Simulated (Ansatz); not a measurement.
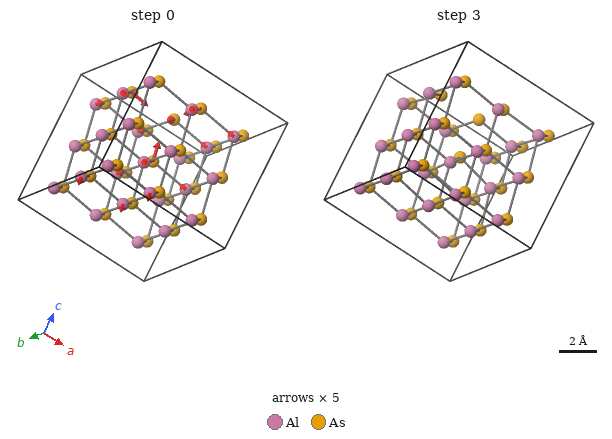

The structure of a defect cell of composition Al26As27 (cell charge −2) before (left) and after (right) a relaxation, at one scale. The red arrows give the displacements, magnified 5 times.

Style: ball-and-stick. Shown: the cell of the calculation (origin shifted), from a free direction.

Computed with DFT, PBE, plane-wave PAW, default files, scalar-relativistic in Ansatz 0.2.0. Settings: plane-wave cutoff 420 eV; k-point mesh 2 × 2 × 2; occupations fermi dirac; smearing width 0.01 eV; collinear spin; atoms relaxed in a fixed cell; force threshold 0.03 eV/Å; at most 40 steps.

> Summarise the run.

The largest moves, 0.24 Å, are those of As atoms. Largest moves by element: As 0.24 Å, Al 0.10 Å. The lattice vectors keep their values. Some distances before and after: Al–As 2.451 → 2.476 Å, Al–As 2.451 → 2.440 Å. Among the angles between lasting bonds that change: As–Al–As 109.5° → 117.6°, Al–As–Al 109.5° → 103.5°, Al–As–Al 109.5° → 114.7°. The energy falls by 0.690 eV per cell of the calculation in 3 geometry steps. Largest force component: 0.58 eV/Å at the start, 0.025 eV/Å at the end. Cost: 3.3 min on 4 threads of Arm Neoverse V2, with other jobs on the host, peak memory 6.9 GiB.

Limits of the set-up: the cell is charged, on a uniform background, and energies carry no finite-size correction.
